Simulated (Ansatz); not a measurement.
# TaN: geometry relaxation (part 2 of 4)

The same run, continued: TaN (slab, 36 atoms in the cell); DFT PBEsol, scalar-relativistic, plane waves, PAW, no spin polarisation (Ansatz 0.2.0); cutoff 420 eV, 3×8×1 k-mesh, Gaussian smearing of 0.1 eV. The structure derives from an entry of the Crystallography Open Database. The input holds or restrains some coordinates. Forces given for the steps count only the free coordinates. It belongs to a series of runs on one base structure; here: flat (0 0 1) slab.

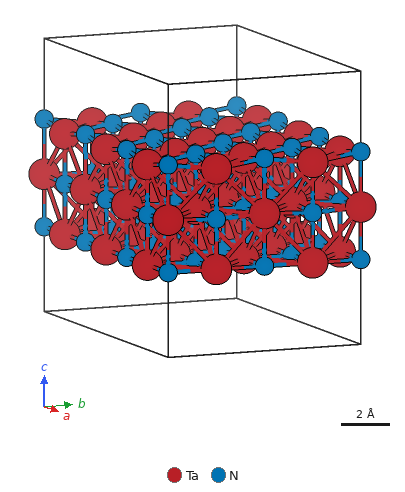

**Figure 1.** The geometry at step 4 of the log (ball-and-stick view of the 1 × 2 repeat of the cell, with the vacuum cut short, seen slightly off an axis).

## Log, continued
```
SCF iter   1: F=—  HF=-183355.082636 eV  |F-HF|=—  |Δ(HF+E_count)|=         —  Δρ=8.52e-3  dr2=2.07e0  ethr=6.33e-4  p=0.000 e·Å  D=3.50e-6 V/Å  ΔV_dip=-0.00 eV  dr2_dipole=1.88e-1  V_vac-E_F(+/−)=3.82/3.82 eV  ⟨swp⟩=2.0  Hψ=7264  notcnv=0  defer=222
efield: sawtooth ramp at fractional position 0.6787 (handed on by an earlier solve), width 0.0400; the density the first Hamiltonian is built on has a dipole p = 0.000 e·Å; the dipole correction subtracts the counter field D = 3.50e-6 V/Å, which shifts the + side's vacuum level by -0.00 eV against the − side's; the planar-averaged density in the ramp window peaks in size at 7.6e-6 e/Å³
preconditioner: auto → LDOS  [metal: Δε(μ)=0.038 eV  Ē_g=8.878 eV  σ=0.100 eV  W_gap=0.21  n_scr=210 (ndim 8)  ℏωp=15.3 eV  f_vac=0.553  D(μ)=19.53/eV (n_scr^D=110)  β→1.0]
SCF iter   2: F=—  HF=-183354.893779 eV  |F-HF|=—  |Δ(HF+E_count)|=   1.89e-1  Δρ=3.71e-3  dr2=1.42e-1  ethr=6.33e-4  p=0.098 e·Å  D=1.66e-2 V/Å  ΔV_dip=-0.31 eV  dr2_dipole=9.42e-3  V_vac-E_F(+/−)=3.54/3.85 eV  ⟨swp⟩=2.2  Hψ=2713  notcnv=0  defer=222
SCF iter   3: F=—  HF=-183354.869574 eV  |F-HF|=—  |Δ(HF+E_count)|=   2.42e-2  Δρ=1.15e-3  dr2=3.28e-2  ethr=4.38e-5  p=0.110 e·Å  D=1.87e-2 V/Å  ΔV_dip=-0.35 eV  dr2_dipole=1.91e-4  V_vac-E_F(+/−)=3.51/3.85 eV  ⟨swp⟩=3.2  Hψ=4082  notcnv=0  defer=233
SCF iter   4: F=—  HF=-183354.866540 eV  |F-HF|=—  |Δ(HF+E_count)|=   3.03e-3  Δρ=3.35e-4  dr2=2.76e-3  ethr=1.01e-5  p=0.130 e·Å  D=2.20e-2 V/Å  ΔV_dip=-0.41 eV  dr2_dipole=1.24e-6  V_vac-E_F(+/−)=3.46/3.87 eV  ⟨swp⟩=2.0  Hψ=2559  notcnv=0  defer=233
SCF iter   5: F=—  HF=-183354.866309 eV  |F-HF|=—  |Δ(HF+E_count)|=   2.31e-4  Δρ=6.68e-5  dr2=1.44e-4  ethr=8.50e-7  p=0.140 e·Å  D=2.38e-2 V/Å  ΔV_dip=-0.44 eV  dr2_dipole=2.29e-5  V_vac-E_F(+/−)=3.44/3.88 eV  ⟨swp⟩=2.2  Hψ=2767  notcnv=0  defer=233
SCF iter   6: F=-183354.866329 eV  HF=-183354.866333 eV  |F-HF|=3.40e-6  |Δ(HF+E_count)|=   2.37e-5  Δρ=1.91e-5  dr2=1.02e-5  ethr=3.09e-8  p=0.147 e·Å  D=2.50e-2 V/Å  ΔV_dip=-0.46 eV  dr2_dipole=5.97e-6  V_vac-E_F(+/−)=3.43/3.89 eV  ⟨swp⟩=28.1  Hψ=25650  notcnv=0
SCF 2 converged in 6 iterations: F = -183354.866329 eV  dr2 = 1.02e-5
[... from here on the iterations of each SCF are left out, up to the last one ...]
relax step   2: F+E_penalty+E_count = -183354.86632913 eV  Δ(F+E_penalty+E_count) = -1.604e0 eV  max|allowed force component| = 4.951e-1 eV/Å  Δτ_max = 0.1257 Å  (6 SCF iters, dr2 threshold 1.00e-4 eV, accepted)
efield: sawtooth ramp at fractional position 0.6787 (handed on by an earlier solve), width 0.0400; the density the first Hamiltonian is built on has a dipole p = 0.147 e·Å; the dipole correction subtracts the counter field D = 2.50e-2 V/Å, which shifts the + side's vacuum level by -0.46 eV against the − side's; the planar-averaged density in the ramp window peaks in size at 8.6e-6 e/Å³
preconditioner: auto → LDOS  [metal: Δε(μ)=0.023 eV  Ē_g=8.829 eV  σ=0.100 eV  W_gap=0.13  n_scr=210 (ndim 8)  ℏωp=15.3 eV  f_vac=0.554  D(μ)=21.34/eV (n_scr^D=126)  β→1.0]
SCF 3 converged in 5 iterations: F = -183354.971168 eV  dr2 = 1.47e-5
relax step   3: F+E_penalty+E_count = -183354.97116807 eV  Δ(F+E_penalty+E_count) = -1.048e-1 eV  max|allowed force component| = 1.288e-1 eV/Å  Δτ_max = 0.0605 Å  (5 SCF iters, dr2 threshold 1.53e-5 eV, accepted)
efield: sawtooth ramp at fractional position 0.6787 (handed on by an earlier solve), width 0.0400; the density the first Hamiltonian is built on has a dipole p = 0.142 e·Å; the dipole correction subtracts the counter field D = 2.41e-2 V/Å, which shifts the + side's vacuum level by -0.45 eV against the − side's; the planar-averaged density in the ramp window peaks in size at 8.8e-6 e/Å³
preconditioner: auto → LDOS  [metal: Δε(μ)=0.010 eV  Ē_g=8.829 eV  σ=0.100 eV  W_gap=0.06  n_scr=210 (ndim 8)  ℏωp=15.3 eV  f_vac=0.554  D(μ)=21.66/eV (n_scr^D=128)  β→1.0]
SCF 4 converged in 6 iterations: F = -183354.974369 eV  dr2 = 3.60e-7
relax step   4: F+E_penalty+E_count = -183354.97436856 eV  Δ(F+E_penalty+E_count) = -3.200e-3 eV  max|allowed force component| = 3.390e-2 eV/Å  Δτ_max = 0.0071 Å  (6 SCF iters, dr2 threshold 1.12e-6 eV, accepted)
SCF iter   1: F=—  HF=-183354.973999 eV  |F-HF|=—  |Δ(HF+E_count)|=         —  Δρ=1.54e-4  dr2=9.38e-4  ethr=7.29e-6  p=0.141 e·Å  D=2.39e-2 V/Å  ΔV_dip=-0.44 eV  dr2_dipole=9.12e-5  V_vac-E_F(+/−)=3.47/3.91 eV  ⟨swp⟩=2.0  Hψ=2709  notcnv=0
efield: sawtooth ramp at fractional position 0.6787 (handed on by an earlier solve), width 0.0400; the density the first Hamiltonian is built on has a dipole p = 0.141 e·Å; the dipole correction subtracts the counter field D = 2.39e-2 V/Å, which shifts the + side's vacuum level by -0.44 eV against the − side's; the planar-averaged density in the ramp window peaks in size at 8.9e-6 e/Å³
preconditioner: auto → LDOS  [metal: Δε(μ)=0.022 eV  Ē_g=8.832 eV  σ=0.100 eV  W_gap=0.12  n_scr=210 (ndim 8)  ℏωp=15.3 eV  f_vac=0.554  D(μ)=21.44/eV (n_scr^D=126)  β→1.0]
SCF iter   2: F=—  HF=-183354.973919 eV  |F-HF|=—  |Δ(HF+E_count)|=   7.98e-5  Δρ=6.94e-5  dr2=1.03e-4  ethr=2.89e-7  p=0.141 e·Å  D=2.40e-2 V/Å  ΔV_dip=-0.45 eV  dr2_dipole=1.19e-5  V_vac-E_F(+/−)=3.47/3.91 eV  ⟨swp⟩=2.2  Hψ=3156  notcnv=0
SCF iter   3: F=—  HF=-183354.973906 eV  |F-HF|=—  |Δ(HF+E_count)|=   1.26e-5  Δρ=2.11e-5  dr2=2.87e-5  ethr=3.19e-8  p=0.141 e·Å  D=2.39e-2 V/Å  ΔV_dip=-0.44 eV  dr2_dipole=3.76e-6  V_vac-E_F(+/−)=3.47/3.91 eV  ⟨swp⟩=2.9  Hψ=3552  notcnv=0
SCF iter   4: F=—  HF=-183354.974739 eV  |F-HF|=—  |Δ(HF+E_count)|=   8.33e-4  Δρ=8.47e-6  dr2=2.81e-6  ethr=8.85e-9  p=0.141 e·Å  D=2.39e-2 V/Å  ΔV_dip=-0.44 eV  dr2_dipole=4.77e-7  V_vac-E_F(+/−)=3.47/3.91 eV  ⟨swp⟩=2.6  Hψ=3256  notcnv=0
SCF iter   5: F=—  HF=-183354.974739 eV  |F-HF|=—  |Δ(HF+E_count)|=   3.62e-7  Δρ=2.38e-6  dr2=2.56e-7  ethr=8.66e-10  p=0.141 e·Å  D=2.39e-2 V/Å  ΔV_dip=-0.44 eV  dr2_dipole=6.04e-8  V_vac-E_F(+/−)=3.47/3.91 eV  ⟨swp⟩=2.2  Hψ=2540  notcnv=0
SCF iter   6: F=-183354.974739 eV  HF=-183354.974739 eV  |F-HF|=8.04e-8  |Δ(HF+E_count)|=   6.08e-8  Δρ=8.04e-7  dr2=7.07e-9  ethr=3.09e-11  p=0.141 e·Å  D=2.39e-2 V/Å  ΔV_dip=-0.44 eV  dr2_dipole=2.05e-10  V_vac-E_F(+/−)=3.47/3.91 eV  ⟨swp⟩=19.8  Hψ=18057  notcnv=0
SCF 5 converged in 6 iterations: F = -183354.974739 eV  dr2 = 7.07e-9
relax step   5: F+E_penalty+E_count = -183354.97473881 eV  Δ(F+E_penalty+E_count) = -3.703e-4 eV  max|allowed force component| = 1.133e-2 eV/Å  Δτ_max = 0.0021 Å  (6 SCF iters, accepted)
WARN: The output density's exchange-correlation potential varies sharply where the density is thin. Do not read a vacuum level from v_tot or v_xc, or from such a field of the output density. On a cell that repeats whose density bears no net charge and no dipole along the vacuum's axis use v_es (v_loc + v_h of the components); under efield.dipole_correction with no amplitude use v_es + v_field, which holds any external_charges[].barrier, or the levels of the report's work_function block, which leave it out; under a non-zero efield.amplitude the vacuum is tilted and has no level; on a cell that repeats and bears such a dipole with no correction it is tilted too, and efield.dipole_correction with no amplitude gives each side of its ramp a level where efield: is served; in a cell that repeats whose density bears a net charge (total_charge, or a fill off its count) it is curved and has none; of a slab under crystal.periodic whose density bears no net charge use v_es, which has a level on each side, short of where the two are joined; of another it falls or rises all the way out and has none; of a slab beside external_charges read slab_vacuum_level instead, which it has where they leave it neutral. The grid or the basis barely resolves most such structure, and the values can differ between equally converged runs; as a rule a tighter scf.convergence.dr2_threshold does not remove it. Where the density itself ripples (under the LDA too) a higher basis.ecutwfc lessens it. The files hold the spikes' plane waves up to the density's cutoff. Files: v_tot_of_output_density and the like, and their columns of v_z.tsv (output.write_potential); v_xc_of_output_density and the like, and their columns of v_comp_z.tsv (output.write_potential_components). Measured: with its Gaussian average of σ = 0.25 Å subtracted twice, the exchange-correlation potential is over 0.1 eV at 14532 of the grid points where the equally averaged density (valence and model cores) is under 1e-3 e/Å³, and 1.28 eV at the most among them, at an averaged density of 9.1e-7 e/Å³. The input density's (outcome.potential() and, of a run that writes arrays, v_tot and v_xc) is over 0.1 eV, so measured, at 11280 points of its own thin density, 1.01 eV at the most. See output.write_potential in the manual, Limitations
SCF converged after 6 iterations
Free energy (F): -183354.974739 eV
Harris-Foulkes:  -183354.974739 eV  (|F-HF|=8.04e-8)
Internal energy: -183354.867310 eV  (E = F + TS)
E sigma→0 (E₀):  -183354.921025 eV
Entropy (-TS):   -0.107428 eV (-2.984 meV/atom)
Fermi energy:    5.341506 eV
Dipole field:    D = 0.023880 V/Å  (p = 0.140719 e·Å, saw-weighted, corrected)
Work function:   Φ+ = 3.4681 eV   Φ− = 3.9116 eV
Levels:          The Fermi level and band energies are counted from a zero that moves with the ramp; work functions are not
--- Per-component energies (eV) ---
  E_band       = -5942.490450
  E_kinetic    = 8937.808494
  E_local      = -233705.508748  (includes V_loc(G=0)·N_el)
  E_nonlocal   = 1125.444422
  E_hartree    = 112576.350101
  E_xc         = -4974.168630
  E_vxc        = -5032.970790  (∫ρ·V_xc dr)
  E_paw        = -151110.076399  (= ΣΔE_a)
  E_vpaw       = -2420.084641  (= ΣTr[D̂ρ^β])
  E_aug_tail   = 0.004150  (compensation charges beyond the density's cutoff)
  E_efield     = 0.001680  (sawtooth field / dipole correction)
  E_vefield    = 0.101635  (∫n·V_field dr)
  E_ewald      = 83790.926204
  E_core_change = 4.351415  (= ΣΔE_core)
  E_smearing   = -0.107428  (= −TS)
  E_closure    = 0.000000  (closes the sum)
  Σ components = -183354.974739   (vs F -183354.974739, Δ=0.00e0)
--- Forces (eV/Å), atoms counted from 1 ---
  atom   1  Ta    -0.00000000     0.00000000     0.96105822
  atom   2  N      0.00000000     0.00000000    -0.95998374
  atom   3  Ta    -0.00000000     0.00000000     0.00859930
  atom   4  N      0.00000000     0.00000000    -0.01133150
  atom   5  Ta    -0.00000000     0.00000000     0.00859930
  atom   6  N      0.00000000     0.00000000    -0.01133150
  atom   7  Ta    -0.00000000     0.00000000     0.96105822
  atom   8  N      0.00000000     0.00000000    -0.95998374
  atom   9  Ta    -0.00000000     0.00000000     0.96105822
  atom  10  N      0.00000000     0.00000000    -0.95998374
  atom  11  Ta    -0.00000000    -0.00000000     0.00859930
  atom  12  N      0.00000000     0.00000000    -0.01133150
  atom  13  Ta    -0.00000000     0.00000000     0.00859930
  atom  14  N      0.00000000     0.00000000    -0.01133150
  atom  15  Ta    -0.00000000     0.00000000     0.96105822
  atom  16  N      0.00000000     0.00000000    -0.95998374
  atom  17  Ta    -0.00000000     0.00000000     0.96105822
  atom  18  N      0.00000000     0.00000000    -0.95998374
  atom  19  Ta    -0.00000000     0.00000000     0.00859930
  atom  20  N      0.00000000    -0.00000000    -0.01133150
  atom  21  Ta    -0.00000000     0.00000000     0.00859930
  atom  22  N      0.00000000     0.00000000    -0.01133150
  atom  23  Ta    -0.00000000     0.00000000     0.96105822
  atom  24  N      0.00000000     0.00000000    -0.95998374
  atom  25  Ta    -0.00000000     0.00000000     0.00406273
  atom  26  N      0.00000000     0.00000000    -0.00238490
  atom  27  Ta    -0.00000000     0.00000000     0.00406273
  atom  28  N      0.00000000     0.00000000    -0.00238490
  atom  29  Ta    -0.00000000     0.00000000     0.00406273
  atom  30  N      0.00000000     0.00000000    -0.00238490
  atom  31  Ta    -0.00000000     0.00000000     0.00406273
  atom  32  N      0.00000000     0.00000000    -0.00238490
  atom  33  Ta    -0.00000000     0.00000000     0.00406273
  atom  34  N      0.00000000     0.00000000    -0.00238490
  atom  35  Ta    -0.00000000     0.00000000     0.00406273
  atom  36  N      0.00000000     0.00000000    -0.00238490
  max |Σ_I F_I| component: 1.21e-4 eV/Å
--- Band table (eV; the first three rows and the last of 10) ---
  k-point 0: bands = ["-64.0259", "-64.0157", "-64.0157", "-63.9957", "-63.9957", "-63.9858", "-63.8531", "-63.8413", "-63.8413", "-63.8193", "-63.8193", "-63.8092", "-63.6279", "-63.6198", "-63.6198", "-63.6018", "-63.6018", "-63.5918", "-30.8105", "-30.8089", "-30.7804", "-30.7644", "-30.7644", "-30.7460", "-30.7460", "-30.7039", "-30.7039", "-30.6712", "-30.6712", "-30.6681", "-30.6681", "-30.6630", "-30.6622", "-30.6131", "-30.6094", "-30.6018", "-30.6018", "-30.5675", "-30.5675", "-30.4935",
      "-30.4935", "-30.4901", "-30.4901", "-30.4786", "-30.4786", "-30.4495", "-30.3837", "-30.3816", "-30.3690", "-30.3690", "-30.3665", "-30.3665", "-30.3594", "-30.3588", "-30.2816", "-30.2816", "-30.2652", "-30.2649", "-30.2594", "-30.2594", "-30.1507", "-30.1507", "-30.1237", "-30.1237", "-30.1099", "-30.0433", "-30.0426", "-30.0395", "-30.0395", "-30.0336", "-29.9813", "-29.9813", "-12.9145", "-12.2214", "-12.2214", "-12.1409", "-11.7846", "-11.7846", "-11.5203", "-11.1706",
      "-11.0017", "-10.9071", "-10.9071", "-10.6232", "-10.6232", "-10.5296", "-10.5296", "-10.4913", "-10.1388", "-10.1388", "-2.9501", "-2.9501", "-2.4319", "-2.4319", "-2.3554", "-2.3554", "-2.3074", "-2.3074", "-2.0680", "-1.4681", "-1.4681", "-1.4475", "-1.4448", "-1.3182", "-1.2120", "-1.2120", "-1.0964", "-1.0964", "-0.9670", "-0.9670", "-0.9315", "-0.9315", "-0.5549", "-0.5010", "-0.5010", "-0.3199", "-0.3199", "-0.1627", "-0.1627", "-0.1281",
      "-0.1278", "-0.0455", "-0.0455", "0.1684", "0.1684", "0.3129", "0.4119", "0.4171", "0.4228", "0.4228", "0.4271", "0.4353", "0.4353", "0.4843", "0.4853", "0.6394", "0.6516", "0.6516", "0.6803", "0.6803", "1.6622", "1.6634", "1.7366", "1.7546", "1.7571", "1.9051", "1.9990", "1.9990", "2.1439", "2.1453", "3.1005", "3.1005", "3.1056", "3.9681", "3.9681", "4.0331", "4.0331", "4.4019", "4.4023", "4.6621",
      "4.6958", "4.6958", "4.9071", "4.9077", "5.1420", "5.1420", "5.2439", "5.2439", "5.4790", "5.4790", "5.6788", "5.6788", "5.8397", "5.9259", "5.9259", "6.4239", "6.4239", "6.6946", "6.7752", "6.7752", "6.8049", "6.8547", "6.8921", "6.8921", "6.9112", "7.0089", "7.0091", "7.2420", "7.2420", "7.4107", "7.4107", "7.4810", "7.4810", "7.6535", "7.7518", "7.7518", "8.0334", "8.0334"]
  k-point 1: bands = ["-64.0243", "-64.0149", "-64.0149", "-63.9964", "-63.9964", "-63.9873", "-63.8513", "-63.8402", "-63.8402", "-63.8199", "-63.8199", "-63.8107", "-63.6267", "-63.6193", "-63.6193", "-63.6027", "-63.6027", "-63.5933", "-30.8022", "-30.8022", "-30.8008", "-30.7927", "-30.7731", "-30.7623", "-30.7623", "-30.7608", "-30.7608", "-30.6958", "-30.6958", "-30.6708", "-30.6652", "-30.6652", "-30.6478", "-30.6269", "-30.6068", "-30.5906", "-30.5906", "-30.5537", "-30.5537", "-30.5401",
      "-30.5401", "-30.4784", "-30.4784", "-30.4690", "-30.4383", "-30.4383", "-30.3977", "-30.3915", "-30.3852", "-30.3852", "-30.3470", "-30.3331", "-30.2913", "-30.2864", "-30.2864", "-30.2809", "-30.2653", "-30.2653", "-30.2463", "-30.2463", "-30.1847", "-30.1847", "-30.0976", "-30.0872", "-30.0872", "-30.0674", "-30.0549", "-30.0390", "-30.0390", "-30.0136", "-29.9850", "-29.9850", "-12.7972", "-12.1139", "-12.1139", "-12.0680", "-11.6989", "-11.6989", "-11.4139", "-11.0624",
      "-10.9272", "-10.8077", "-10.8077", "-10.5396", "-10.5396", "-10.4284", "-10.4284", "-10.4198", "-10.0558", "-10.0558", "-3.0780", "-3.0780", "-2.6522", "-2.6522", "-2.5979", "-2.5979", "-2.4623", "-2.4623", "-2.1166", "-1.8822", "-1.6769", "-1.6769", "-1.4559", "-1.4367", "-1.3137", "-1.3137", "-1.2383", "-1.2383", "-1.0300", "-1.0300", "-0.9889", "-0.9889", "-0.8052", "-0.7587", "-0.7587", "-0.3827", "-0.3827", "-0.3612", "-0.3612", "-0.3228",
      "-0.2566", "-0.1887", "-0.1887", "-0.1349", "0.0193", "0.0193", "0.0256", "0.0738", "0.1199", "0.1199", "0.2992", "0.2992", "0.4704", "0.4719", "0.5119", "0.5119", "0.5573", "0.6333", "0.6333", "0.8717", "1.0743", "1.0936", "1.2268", "1.5024", "1.6972", "2.0633", "2.3064", "2.3064", "2.4100", "2.7360", "3.3371", "3.3371", "3.6211", "4.0023", "4.0023", "4.0837", "4.0837", "4.2777", "4.5494", "4.6935",
      "4.6935", "4.7360", "4.9525", "5.0415", "5.2288", "5.2288", "5.2479", "5.2479", "5.5267", "5.5267", "5.6162", "5.6162", "6.0927", "6.0927", "6.2080", "6.3603", "6.3603", "6.7899", "6.7899", "6.7928", "6.8620", "6.9030", "6.9439", "7.2418", "7.2418", "7.2853", "7.4602", "7.4602", "7.5411", "7.5411", "7.6326", "7.6326", "7.6866", "7.9491", "7.9491", "8.0004", "8.0004", "8.1092"]
```
